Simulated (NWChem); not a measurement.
# One shape, several levels: C4H6 (Bicyclo[1.1.0]butane)

Aim: a comparison of 4 runs (B2PLYP/cc-pVDZ, CAM-B3LYP/cc-pVDZ, M06-2X/cc-pVDZ, wB97X/cc-pVDZ) of C4H6 (Bicyclo[1.1.0]butane). 

Program for the calculation: NWChem 7.3.0.

## Step 1: The molecule

C4H6 has 10 atoms, charge 0, and is taken as a singlet. SMILES: `C1C2CC12`. The coordinates come from a PBE0-D4/def2-TZVP relaxation.

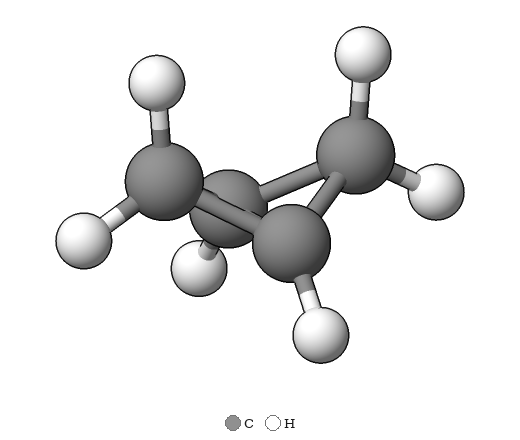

Viewed from a chosen angle; carbon grey, hydrogen white.

## Step 2: A single-point energy at B2PLYP/cc-pVDZ (run 1)

struct.nw reads:

```
start struct
title "C4H6"
memory stack 880 mb heap 220 mb global 1100 mb

geometry units angstroms noautosym nocenter noautoz
 C    -0.500360    0.926240   -0.506260
 C    -0.480080   -0.553570   -0.339790
 C     0.234320   -0.614330    0.965540
 C     0.762290    0.222750   -0.147350
 H    -0.581140    1.306650   -1.520300
 H    -0.999060    1.537560    0.247130
 H    -0.700790   -1.335320   -1.047900
 H    -0.206710   -0.123920    1.834450
 H     0.771970   -1.530770    1.190450
 H     1.699560    0.164700   -0.675970
end

basis spherical bse
 * library cc-pVDZ
end

dft
 xc hfexch 0.53 becke88 0.47 lyp 0.73 mp2 0.27
 dftmp2 semidirect
 grid xfine
 convergence energy 1e-08
 maxiter 100
 mulliken
 noprint "final vectors analysis"
end

mp2
 freeze core 4
end

task dft energy
```

The run is started by

```
$ nwchem struct.nw > struct.out
```

Standard output:

```text
[...]
          Wavefunction type:  closed shell.
          No. of atoms     :    10
          No. of electrons :    30
[...]
          Charge           :     0
          Spin multiplicity:     1
[...]
          AO basis - number of functions:    86
[...]
              XC Information
              --------------
                     Hartree-Fock (Exact) Exchange  0.530
                    Becke 1988 Exchange Functional  0.470
              Lee-Yang-Parr Correlation Functional  0.730
[...]
 d= 0,ls=0.0,diis     1   -155.5515255029 -2.73D+02  5.34D-03  2.24D-01     3.9
[...]
 d= 0,ls=0.0,diis     8   -155.5880046711 -2.65D-09  3.85D-07  4.06D-10    28.3
         Total DFT energy =     -155.588004671139
      One electron energy =     -439.389638391923
           Coulomb energy =      190.443127753507
    Exchange-Corr. energy =      -23.608819914849
 Nuclear repulsion energy =      116.967325882125
[...]
      Total Density - Mulliken Population Analysis
     ---------------------------------------------
    Atom       Charge   Shell Charges
 -----------   ------   -------------------------------------------------------
    1 C    6     5.93   2.01  0.66  0.34  2.08  0.76  0.08
    2 C    6     6.12   2.01  0.64  0.52  2.10  0.76  0.09
    3 C    6     5.93   2.01  0.66  0.34  2.08  0.76  0.08
    4 C    6     6.12   2.01  0.64  0.52  2.10  0.76  0.09
    5 H    1     0.98   0.76  0.19  0.03
    6 H    1     0.98   0.76  0.19  0.03
    7 H    1     1.00   0.75  0.21  0.03
    8 H    1     0.98   0.76  0.19  0.03
    9 H    1     0.98   0.76  0.19  0.03
   10 H    1     1.00   0.75  0.21  0.03
[...]
  Basis functions       =     86
[...]
```

Wall time 31 s (1 thread of Intel Xeon 6975P-C (Granite Rapids), shared host); peak memory 0.23 GiB.

## Step 3: Energy and forces at CAM-B3LYP/cc-pVDZ (run 2)

c4h6.nw reads:

```
start c4h6
title "C4H6 CAM-B3LYP"
memory stack 880 mb heap 220 mb global 1100 mb
charge 0
geometry noautosym nocenter noautoz
   C     -0.500360     0.926240    -0.506260
   C     -0.480080    -0.553570    -0.339790
   C      0.234320    -0.614330     0.965540
   C      0.762290     0.222750    -0.147350
   H     -0.581140     1.306650    -1.520300
   H     -0.999060     1.537560     0.247130
   H     -0.700790    -1.335320    -1.047900
   H     -0.206710    -0.123920     1.834450
   H      0.771970    -1.530770     1.190450
   H      1.699560     0.164700    -0.675970
end
basis "ao basis" spherical bse
   * library cc-pVDZ
end
dft
   xc xcamb88 1.00 lyp 0.81 vwn_5 0.19 hfexch 1.00
   cam 0.33 cam_alpha 0.19 cam_beta 0.46
   grid xfine
   convergence energy 1e-08
   direct
   maxiter 100
   mulliken
end
task dft gradient
```

The run is started by

```
$ nwchem c4h6.nw > c4h6.out
```

Standard output:

```text
[...]
          Wavefunction type:  closed shell.
          No. of atoms     :    10
          No. of electrons :    30
[...]
          Charge           :     0
          Spin multiplicity:     1
[...]
          AO basis - number of functions:    86
[...]
              XC Information
              --------------
                     Hartree-Fock (Exact) Exchange  1.000
                   CAM-Becke88 Exchange Functional  1.000
                      VWN V Correlation Functional  0.190 local
              Lee-Yang-Parr Correlation Functional  0.810
[...]
 d= 0,ls=0.0,diis     1   -155.8157249748 -2.73D+02  6.78D-03  3.07D-01     6.1
[...]
 d= 0,ls=0.0,diis     8   -155.8553273433 -7.70D-10  4.96D-07  3.82D-09    47.1
         Total DFT energy =     -155.855327343262
      One electron energy =     -439.531284041622
           Coulomb energy =      190.575972347668
    Exchange-Corr. energy =      -23.867341531433
 Nuclear repulsion energy =      116.967325882125
[...]
      Total Density - Mulliken Population Analysis
     ---------------------------------------------
    Atom       Charge   Shell Charges
 -----------   ------   -------------------------------------------------------
    1 C    6     5.93   2.01  0.65  0.33  2.12  0.74  0.07
    2 C    6     6.09   2.02  0.64  0.49  2.13  0.72  0.09
    3 C    6     5.93   2.01  0.65  0.33  2.12  0.74  0.07
    4 C    6     6.09   2.02  0.64  0.49  2.13  0.72  0.09
    5 H    1     0.98   0.75  0.20  0.03
    6 H    1     0.99   0.75  0.21  0.03
    7 H    1     1.01   0.74  0.23  0.03
    8 H    1     0.99   0.75  0.21  0.03
    9 H    1     0.98   0.75  0.20  0.03
   10 H    1     1.01   0.74  0.23  0.03
[...]
  wavefunction    = closed shell
[...]
                         DFT ENERGY GRADIENTS
    atom               coordinates                        gradient
                 x          y          z           x          y          z
   1 C      -0.945543   1.750340  -0.956693    0.000937  -0.001486  -0.000022
   2 C      -0.907220  -1.046096  -0.642110    0.003298   0.001434  -0.000140
   3 C       0.442801  -1.160915   1.824606    0.000086   0.000303  -0.001735
   4 C       1.440519   0.420936  -0.278451   -0.002606  -0.002263  -0.001064
   5 H      -1.098195   2.469210  -2.872950    0.000408  -0.001998   0.005366
   6 H      -1.887950   2.905567   0.467008    0.002599  -0.003260  -0.003619
   7 H      -1.324301  -2.523389  -1.980244    0.001366   0.004460   0.003986
   8 H      -0.390625  -0.234175   3.466608    0.002135  -0.002286  -0.004548
   9 H       1.458812  -2.892736   2.249624   -0.002855   0.004841  -0.001169
  10 H       3.211703   0.311238  -1.277398   -0.005368   0.000254   0.002946
[...]
```

Run time: 68 s. Hardware: 1 thread of Intel Xeon 6975P-C (Granite Rapids), shared host; peak memory 0.14 GiB.

Run 3 isn't shown in full; the table further down has it.

## Step 4: Energy and gradient at wB97X/cc-pVDZ (run 4)

work.nw reads:

```
start work
title "C4H6"
memory 2200 mb
charge 0
geometry noautosym nocenter noautoz
  C     -0.500360     0.926240    -0.506260
  C     -0.480080    -0.553570    -0.339790
  C      0.234320    -0.614330     0.965540
  C      0.762290     0.222750    -0.147350
  H     -0.581140     1.306650    -1.520300
  H     -0.999060     1.537560     0.247130
  H     -0.700790    -1.335320    -1.047900
  H     -0.206710    -0.123920     1.834450
  H      0.771970    -1.530770     1.190450
  H      1.699560     0.164700    -0.675970
end
basis spherical bse
  C library cc-pVDZ
  H library cc-pVDZ
end
dft
  xc wb97x
  mult 1
  grid xfine
  convergence energy 1e-08
  maxiter 100
  mulliken
end
task dft gradient
```

The run is started by

```
$ nwchem work.nw > work.out
```

Standard output:

```text
[...]
          Wavefunction type:  closed shell.
          No. of atoms     :    10
          No. of electrons :    30
[...]
          Charge           :     0
          Spin multiplicity:     1
[...]
          AO basis - number of functions:    86
[...]
              XC Information
              --------------
                       wb97x  Method XC Functional
                     Hartree-Fock (Exact) Exchange  1.000
                         wb97x Exchange Functional  1.000
                      wb97x Correlation Functional  1.000
[...]
 d= 0,ls=0.0,diis     1   -155.8839608191 -2.73D+02  5.16D-03  2.59D-01     6.9
[...]
 d= 0,ls=0.0,diis     8   -155.9203663423 -5.41D-09  9.88D-07  9.43D-10    54.4
         Total DFT energy =     -155.920366342277
      One electron energy =     -439.495870050605
           Coulomb energy =      190.538867955906
    Exchange-Corr. energy =      -23.930690129702
 Nuclear repulsion energy =      116.967325882125
[...]
      Total Density - Mulliken Population Analysis
     ---------------------------------------------
    Atom       Charge   Shell Charges
 -----------   ------   -------------------------------------------------------
    1 C    6     5.94   2.01  0.65  0.34  2.10  0.76  0.07
    2 C    6     6.12   2.01  0.63  0.51  2.11  0.76  0.09
    3 C    6     5.94   2.01  0.65  0.34  2.10  0.76  0.07
    4 C    6     6.12   2.01  0.63  0.51  2.11  0.76  0.09
    5 H    1     0.97   0.75  0.19  0.03
    6 H    1     0.98   0.75  0.20  0.03
    7 H    1     0.99   0.75  0.21  0.03
    8 H    1     0.98   0.75  0.20  0.03
    9 H    1     0.97   0.75  0.19  0.03
   10 H    1     0.99   0.75  0.21  0.03
[...]
  wavefunction    = closed shell
[...]
                         DFT ENERGY GRADIENTS
    atom               coordinates                        gradient
                 x          y          z           x          y          z
   1 C      -0.945543   1.750340  -0.956693    0.000731  -0.000979  -0.000741
   2 C      -0.907220  -1.046096  -0.642110    0.002264   0.000574  -0.000524
   3 C       0.442801  -1.160915   1.824606    0.000456  -0.000397  -0.001300
   4 C       1.440519   0.420936  -0.278451   -0.001333  -0.001681  -0.001091
   5 H      -1.098195   2.469210  -2.872950    0.000349  -0.002036   0.005900
   6 H      -1.887950   2.905567   0.467008    0.002759  -0.003413  -0.004037
   7 H      -1.324301  -2.523389  -1.980244    0.001349   0.004853   0.004405
   8 H      -0.390625  -0.234175   3.466608    0.002371  -0.002597  -0.004814
   9 H       1.458812  -2.892736   2.249624   -0.003146   0.005289  -0.001099
  10 H       3.211703   0.311238  -1.277398   -0.005799   0.000388   0.003301
[...]
```

Wall time 76 s (1 thread of Intel Xeon 6975P-C (Granite Rapids), shared host); peak memory 0.15 GiB.

## Step 5: Overview of the runs

```tsv
run	level	task	frozen core orbitals	energy (Eh)	dipole moment (D)	wall time
1	B2PLYP/cc-pVDZ	energy	4	-155.768916	0.74	31 s
2	CAM-B3LYP/cc-pVDZ	gradient	–	-155.855327	0.73	68 s
3	M06-2X/cc-pVDZ	gradient	–	-155.890606	0.75	51 s
4	wB97X/cc-pVDZ	gradient	–	-155.920366	0.74	76 s
```

## Step 6: Outcome

| quantity | value |
| --- | --- |
| run 4: total energy | -155.92037 Eh |
| run 4: dipole moment | 0.74 D |
| run 4: HOMO energy | -9.30 eV |
| run 4: LUMO energy | 4.45 eV |
| run 4: HOMO–LUMO gap | 13.75 eV |
| run 4: largest force on an atom | 0.344 eV/Å |

**Reading.** The dipole moment (its size) runs from 0.73 D (CAM-B3LYP/cc-pVDZ) to 0.75 D (M06-2X/cc-pVDZ). Over runs 2, 3, 4 the HOMO–LUMO gap runs from 11.12 eV (M06-2X/cc-pVDZ) to 13.75 eV (wB97X/cc-pVDZ). Totals of different functionals can't be ranked against each other. All runs together took 3.8 min, the longest 76 s.
